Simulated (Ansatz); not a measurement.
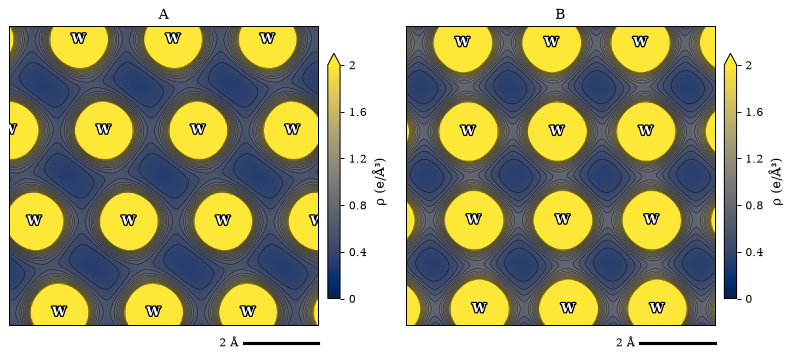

W. The valence electron density of two cells that differ in size and shape, on the (100) plane of each (indices in the axes of the calculation cell), at one length scale and on one colour scale; one has 13.6 and the other 14.2 Å³ an atom.

Computed with Ansatz, DFT LDA, scalar-relativistic, plane waves, PAW.

The density is the valence pseudo-density of a PAW calculation; it isn't the true density close to the nuclei.

The larger cell:

```
W
1.0
    -1.32312    1.53192    1.53192
     1.53192   -1.32312    1.53192
     1.53192    1.53192   -1.32312
W
1
Direct
  0.00000 0.00000 0.00000
```

The smaller cell: a = 2.390 Å, b = 2.390 Å, c = 2.390 Å, α = 93.62°, β = 93.62°, γ = 93.62°.

> Which is the denser cell? Describe the effect of the change.

Panel B is the smaller cell, by 4 % in volume. From the larger cell to the smaller, W–W goes from 2.54 to 2.39 Å, and the density at its midpoint from 0.58 to 0.75 e/Å³; the pressure goes from 42 to 97 GPa.

PAW datasets: the set soft_1.
